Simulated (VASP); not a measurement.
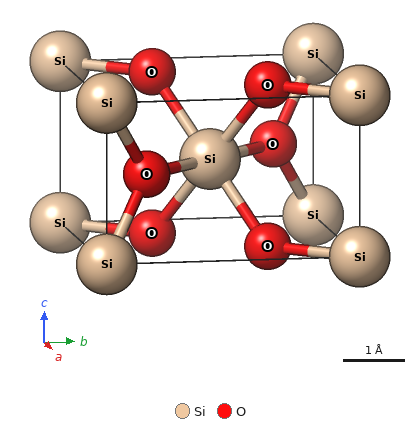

**Figure 1.** The structure (ball-and-stick view of the cell of the calculation, seen slightly off an axis). An atom can appear more than once, as a periodic image. Near neighbours in the periodic cell (some may lie outside the picture): Si has 6 O at 1.78 to 1.84 Å; O has 3 Si at 1.78 to 1.84 Å.

## Dielectric calculation of SiO2 (part 1 of 2)

- system: SiO2 (6 atoms in the cell)
- method: Kohn-Sham DFT of a periodic cell, LDA, VASP PAW LDA potentials, recommended, no spin polarisation (VASP 6.6.1)

The structure derives from a Materials Project entry.

INCAR
```
SYSTEM = SiO2
ALGO = Fast ; EDIFF = 1E-8
ENCUT = 520 ; ISIF = 2
ISMEAR = 0 ; KPAR = 4
LASPH = .True. ; LCHARG = .False.
LEPSILON = .True. ; LREAL = .False.
LWAVE = .False. ; NELM = 80
PREC = Accurate ; SIGMA = 0.02
```

KPOINTS
```
k-points
0
Gamma
  6 6 10
  0 0 0
```

POSCAR
```
SiO2
1.0
    4.2331690000      0.0000000000      0.0000000000
    0.0000000000      4.2331690000      0.0000000000
    0.0000000000      0.0000000000      2.6934950000
Si O
2 4
Direct
    0.0000000000      0.0000000000      0.0000000000
    0.5000000000      0.5000000000      0.5000000000
    0.8068390000      0.1931610000      0.5000000000
    0.3068390000      0.3068390000      0.0000000000
    0.1931610000      0.8068390000      0.5000000000
    0.6931610000      0.6931610000      0.0000000000
```

Run on 4 threads of AMD EPYC (Zen 5), 176 GiB of memory available, shared host.

Launched with:
```bash
cat potpaw_LDA.64/Si/POTCAR potpaw_LDA.64/O/POTCAR > POTCAR
mpirun -np 4 vasp_std > vasp.out
```

OSZICAR
```
N       E                     dE             d eps       ncg     rms          rms(c)
DAV:   1     0.158233765793E+03    0.15823E+03   -0.18167E+04  2400   0.154E+03
DAV:   2    -0.493574350943E+02   -0.20759E+03   -0.19925E+03  3292   0.316E+02
DAV:   3    -0.566275030895E+02   -0.72701E+01   -0.72471E+01  2880   0.635E+01
DAV:   4    -0.566858241844E+02   -0.58321E-01   -0.58230E-01  2848   0.652E+00
DAV:   5    -0.566864853990E+02   -0.66121E-03   -0.66111E-03  2812   0.680E-01    0.171E+01
RMM:   6    -0.518665884050E+02    0.48199E+01   -0.17819E+01  2470   0.275E+01    0.716E+00
RMM:   7    -0.519162817894E+02   -0.49693E-01   -0.21570E+00  2700   0.892E+00    0.327E+00
RMM:   8    -0.518822294818E+02    0.34052E-01   -0.15946E-01  2700   0.367E+00    0.649E-01
RMM:   9    -0.518832475868E+02   -0.10181E-02   -0.28009E-02  2835   0.136E+00    0.282E-01
RMM:  10    -0.518839273411E+02   -0.67975E-03   -0.13333E-02  2822   0.744E-01    0.180E-01
[... 87 further cycles ...]
RMM:   1    -0.366971185385E+00   -0.36697E+00   -0.10751E+00  3948   0.336E+00
RMM:   2    -0.367760332563E+00   -0.78915E-03   -0.74575E-03  3972   0.496E-01    0.110E+00
RMM:   3    -0.356222557779E+00    0.11538E-01   -0.78925E-03  3784   0.583E-01    0.631E-01
RMM:   4    -0.366000214906E+00   -0.97777E-02   -0.12296E-02  3973   0.722E-01    0.556E-02
RMM:   5    -0.366937066147E+00   -0.93685E-03   -0.17904E-04  4063   0.109E-01    0.116E-02
RMM:   6    -0.367079737885E+00   -0.14267E-03   -0.33655E-06  4199   0.114E-02    0.563E-03
RMM:   7    -0.367139071522E+00   -0.59334E-04   -0.37171E-07  4217   0.320E-03    0.382E-04
RMM:   8    -0.367149772813E+00   -0.10701E-04    0.31905E-08  4219   0.705E-04    0.144E-04
RMM:   9    -0.367150171151E+00   -0.39834E-06   -0.43118E-08  3527   0.346E-04    0.159E-05
RMM:  10    -0.367150559424E+00   -0.38827E-06   -0.73268E-08  2117   0.239E-04    0.787E-06
```

Parts of OUTCAR
```
SYSTEM = SiO2
   EDIFF = 1E-8
   ENCUT = 520
   ISIF = 2
   ISMEAR = 0
   LASPH = .True.
   LEPSILON = .True.
   LREAL = .False.
   NELM = 80
   PREC = Accurate

 ion  position               nearest neighbor table
   1  0.000  0.000  0.000-   3 1.78   5 1.78   3 1.78   5 1.78   4 1.84   6 1.84
   2  0.500  0.500  0.500-   4 1.78   6 1.78   4 1.78   6 1.78   5 1.84   3 1.84
   3  0.807  0.193  0.500-   1 1.78   1 1.78   2 1.84
   4  0.307  0.307  0.000-   2 1.78   2 1.78   1 1.84
   5  0.193  0.807  0.500-   1 1.78   1 1.78   2 1.84
   6  0.693  0.693  0.000-   2 1.78   2 1.78   1 1.84

  LATTYP: Found a simple tetragonal cell.
 ALAT       =     4.2331690000
 C/A-ratio  =     0.6362833612

  Lattice vectors:

 A1 = (   4.2331690000,   0.0000000000,   0.0000000000)
 A2 = (   0.0000000000,   4.2331690000,   0.0000000000)
 A3 = (   0.0000000000,   0.0000000000,   2.6934950000)

Analysis of symmetry for initial positions (statically):
=====================================================================
 Subroutine PRICEL returns:
 Original cell was already a primitive cell.

 Routine SETGRP: Setting up the symmetry group for a
 simple tetragonal supercell.

 Subroutine GETGRP returns: Found 16 space group operations
 (whereof  8 operations were pure point group operations)
 out of a pool of 16 trial point group operations.

The static configuration has the point symmetry D_2h.
 The point group associated with its full space group is D_4h.

Analysis of symmetry for dynamics (positions and initial velocities):
=====================================================================
 Subroutine PRICEL returns:
 Original cell was already a primitive cell.

 Routine SETGRP: Setting up the symmetry group for a
 simple tetragonal supercell.

 Subroutine GETGRP returns: Found 16 space group operations
 (whereof  8 operations were pure point group operations)
 out of a pool of 16 trial point group operations.

The dynamic configuration has the point symmetry D_2h.
 The point group associated with its full space group is D_4h.

 Subroutine INISYM returns: Found 16 space group operations
 (whereof  8 operations are pure point group operations),
 and found     1 'primitive' translations

----------------------------------------------------------------------------------------

                                     Primitive cell

  volume of cell :      48.2667

  direct lattice vectors                    reciprocal lattice vectors
     4.233169000  0.000000000  0.000000000     0.236229643  0.000000000  0.000000000
     0.000000000  4.233169000  0.000000000     0.000000000  0.236229643  0.000000000
     0.000000000  0.000000000  2.693495000     0.000000000  0.000000000  0.371264844

  length of vectors
     4.233169000  4.233169000  2.693495000     0.236229643  0.236229643  0.371264844

  position of ions in fractional coordinates (direct lattice)
     0.000000000  0.000000000  0.000000000
     0.500000000  0.500000000  0.500000000
     0.806839000  0.193161000  0.500000000
     0.306839000  0.306839000  0.000000000
     0.193161000  0.806839000  0.500000000
     0.693161000  0.693161000  0.000000000

  ion indices of the primitive-cell ions
   primitive index   ion index
                 1           1
                 2           2
                 3           3
                 4           4
                 5           5
                 6           6

----------------------------------------------------------------------------------------

 KPOINTS: k-points

Automatic generation of k-mesh.
 Grid dimensions read from file:
 generate k-points for:    6    6   10

 Generating k-lattice:

  Cartesian coordinates                     Fractional coordinates (reciprocal lattice)
     0.039371607  0.000000000  0.000000000     0.166666667  0.000000000  0.000000000
     0.000000000  0.039371607  0.000000000     0.000000000  0.166666667  0.000000000
     0.000000000  0.000000000  0.037126484     0.000000000  0.000000000  0.100000000

  Length of vectors
     0.039371607  0.039371607  0.037126484

  Shift w.r.t. Gamma in fractional coordinates (k-lattice)
     0.000000000  0.000000000  0.000000000

 Subroutine IBZKPT returns following result:
 ===========================================

 Found     60 irreducible k-points:

 Following reciprocal coordinates:
            Coordinates               Weight
  0.000000  0.000000  0.000000      1.000000
  0.166667  0.000000  0.000000      4.000000
  0.333333  0.000000  0.000000      4.000000
  0.500000  0.000000  0.000000      2.000000
  0.166667  0.166667  0.000000      4.000000
  0.333333  0.166667  0.000000      8.000000
  0.500000  0.166667  0.000000      4.000000
  0.333333  0.333333  0.000000      4.000000
  0.500000  0.333333  0.000000      4.000000
  0.500000  0.500000  0.000000      1.000000
  0.000000  0.000000  0.100000      2.000000
  0.166667  0.000000  0.100000      8.000000
  0.333333  0.000000  0.100000      8.000000
  0.500000  0.000000  0.100000      4.000000
  0.166667  0.166667  0.100000      8.000000
  0.333333  0.166667  0.100000     16.000000
  0.500000  0.166667  0.100000      8.000000
  0.333333  0.333333  0.100000      8.000000
  0.500000  0.333333  0.100000      8.000000
  0.500000  0.500000  0.100000      2.000000
  0.000000  0.000000  0.200000      2.000000
  0.166667  0.000000  0.200000      8.000000
  0.333333  0.000000  0.200000      8.000000
  0.500000  0.000000  0.200000      4.000000
 [... further k-points ...]
   k-points           NKPTS =     60   k-points in BZ     NKDIM =     60   number of bands    NBANDS=     20
   number of dos      NEDOS =    301   number of ions     NIONS =      6
   total plane-waves  NPLWV =  20480
   dimension x,y,z NGX =    32 NGY =   32 NGZ =   20
   dimension x,y,z NGXF=    64 NGYF=   64 NGZF=   40
   ions per type =               2   4
   NGX,Y,Z   is equivalent  to a cutoff of  12.57, 12.57, 12.34 a.u.
   NGXF,Y,Z  is equivalent  to a cutoff of  25.13, 25.13, 24.69 a.u.
 SYSTEM =  SiO2
   PREC   = accura    normal or accurate (medium, high low for compatibility)
   ISTART =      0    job   : 0-new  1-cont  2-samecut
   ICHARG =      2    charge: 1-file 2-atom 10-const
   ISPIN  =      1    spin polarized calculation?
   LNONCOLLINEAR =      F non collinear calculations
   LSORBIT =      F    spin-orbit coupling
   LASPH  =      T    aspherical Exc in radial PAW
   ENCUT  =  520.0 eV  38.22 Ry    6.18 a.u.   7.87  7.87  5.01*2*pi/ulx,y,z
   NELM   =     80;   NELMIN=  2; NELMDL= -5     # of ELM steps
   EDIFF  = 0.1E-07   stopping-criterion for ELM
   LREAL  =      F    real-space projection
   EDIFFG = 0.1E-06   stopping-criterion for IOM
   NSW    =      0    number of steps for IOM
   IBRION =     -1    ionic relax: 0-MD 1-quasi-New 2-CG
   NFREE  =      0    steps in history (QN), initial steepest desc. (CG)
   ISIF   =      2    stress and relaxation
   ISYM   =      2    0-nonsym 1-usesym 2-fastsym
   POTIM  = 0.5000    time-step for ionic-motion
   TEBEG  =    0.0;   TEEND  =   0.0 temperature during run
   PSTRESS=    0.0 pullay stress
   NELECT =      32.0000    total number of electrons
   NUPDOWN=      -1.0000    fix difference up-down
   EMIN   =  10.00;   EMAX   =-10.00  energy-range for DOS
   EFERMI =   0.00;   METHOD = LEGACY
   ISMEAR =     0;   SIGMA  =   0.02  broadening in eV -4-tet -1-fermi 0-gaus
   EFERMI_NEDOS =   21; number of points for ismear=-14 and -15
   IALGO  =     68    algorithm
   IMIX   =      4    mixing-type and parameters
     AMIX     =   0.40;   BMIX     =  1.00
     AMIX_MAG =   1.60;   BMIX_MAG =  1.00
  volume/ion in A,a.u.               =       8.04        54.29
  Fermi-wavevector in a.u.,A,eV,Ry     =   1.427499  2.697581 27.725303  2.037752
  Thomas-Fermi vector in A             =   2.547662
   LORBIT       =      0    0 simple, 1 ext, 2 COOP (PROOUT), +10 PAW based schemes
   GGA     = CA    functional components
   LHFCALC =     F    Hartree Fock is set to
   AEXX    =    0.0000 exact exchange contribution
   IVDW    =     0    specifies the selected vdW correction
   LEPSILON=     T    determine dielectric tensor
   LRPA    =     F    only Hartree local field effects (RPA)
 non-spin polarized calculation
 RMM-DIIS sequential band-by-band and
 Gauss-broadening in eV      SIGMA  =   0.02
  energy-cutoff  :      520.00
  volume of cell :       48.27
 maximum number of plane-waves:      1336
 NGX is ok and might be reduce to    32
   NGX = 15   NGY = 15   NGZ = 11

--------------------------------------- Ionic step        1  -------------------------------------------

 number of electron      31.9999991 magnetization

 E-fermi :   7.7357     XC(G=0): -12.5477     alpha+bet :-16.2910

 val. band max:        7.5890619863   @ k =   0.0000   0.0000   0.0000
 cond. band min:      12.6032296489   @ k =   0.0000   0.0000   0.0000
 fundamental gap:      5.0141676627
 Fermi energy:         7.7357450969
```
